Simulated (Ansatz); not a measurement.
**Sn$_{7}$O$_{17}$ (cell charge +1, with a compensating background) (cell with a defect): density, localisation and related maps**

```
CELL_PARAMETERS angstrom
4.82652 -4.82837 0.00000
4.82652 4.82837 0.00000
-4.82652 0.00000 6.47633
ATOMIC_POSITIONS crystal
O 0.15661 0.54369 0.19696
Sn 0.38199 0.87799 0.75098
Sn 0.62735 0.12842 0.24986
Sn 0.87848 0.38538 0.74605
Sn 0.00989 0.99374 0.01189
Sn 0.24613 0.26136 0.49904
Sn 0.51300 0.49533 0.98721
Sn 0.78264 0.76942 0.52205
O 0.98826 0.31388 0.00581
O 0.22704 0.56567 0.51638
O 0.49269 0.80816 0.00166
O 0.75101 0.06595 0.50458
O 0.34690 0.54782 0.22068
O 0.69216 0.88544 0.75498
O 0.93322 0.12004 0.25331
O 0.18754 0.37720 0.75773
O 0.77908 0.64094 0.25452
O 0.08510 0.90362 0.76758
O 0.32279 0.14161 0.25401
O 0.57067 0.37307 0.74029
O 0.98498 0.68868 0.98938
O 0.29394 0.97086 0.52013
O 0.51066 0.19730 0.00180
O 0.74678 0.45301 0.49797
```

The program warned that a starting moment wasn't kept; spin-polarised.

Level of theory: DFT PBE, scalar-relativistic, plane waves, PAW (Ansatz).

Core electrons are frozen (PAW), and the valence fields are smoothed inside the atomic spheres.

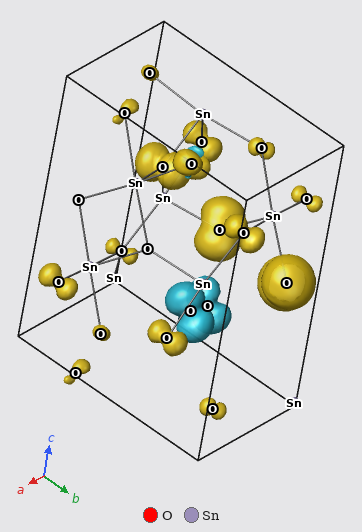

Figure 1. Isosurfaces of the spin density at +0.02 (yellow) and −0.02 e/Å³ (cyan), seen slightly off an axis. Sticks mark near contacts.

Describe the spin distribution.

Answer. The spin density sits on O: +0.6 μB in one cell of 24 atoms, with smaller moments on other sites: O (±0.21 μB): with much of the spin spread outside that site. The cell of the calculation (24 atoms) carries 1.0 μB of net spin moment.

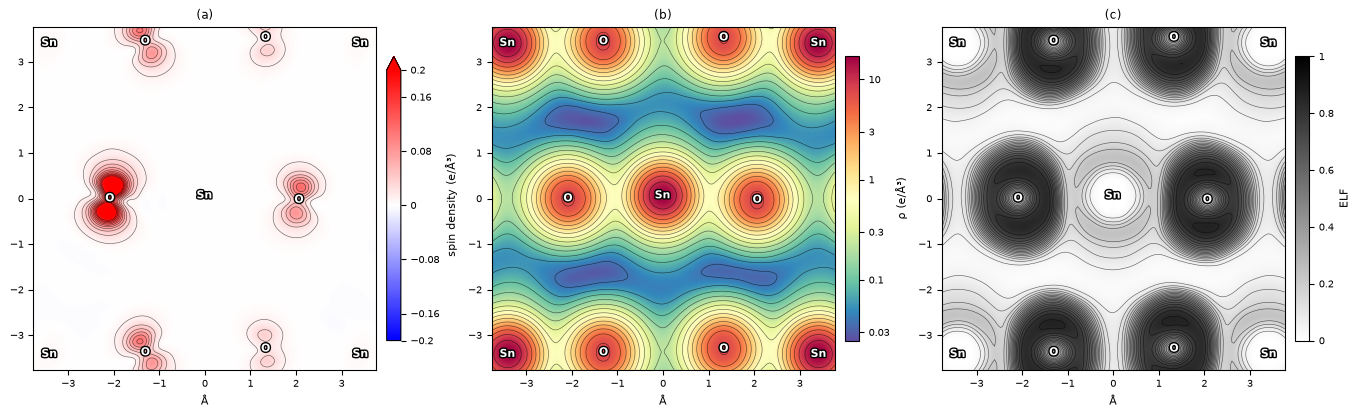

Figure 2. (a) magnetisation density (up minus down); (b) valence electron density; (c) electron localisation function on the (001) plane of the calculation cell.

Read the bonding off the picture.

Answer.
- The plane passes through Sn and O nuclei.
- Sn–O (2.07 Å): ρ is about 0.63 e/Å³ halfway; the ELF peaks at about 0.80 in the valence shell of O, 0.6 Å from its nucleus, and is about 0.25 at the midpoint; no localised pair shows between them.
- Sn–O (2.10 Å): ρ at the midpoint is about 0.59 e/Å³; the ELF peaks at about 0.85 in the valence shell of O, 0.6 Å from its nucleus, and is about 0.25 at the midpoint (no shared electron pair shows on this line).
- Between the atoms the lowest density in this plane is 0.02 e/Å³.
- The ELF also peaks beside O, away from the bonds: non-bonding electrons, paired or unpaired.
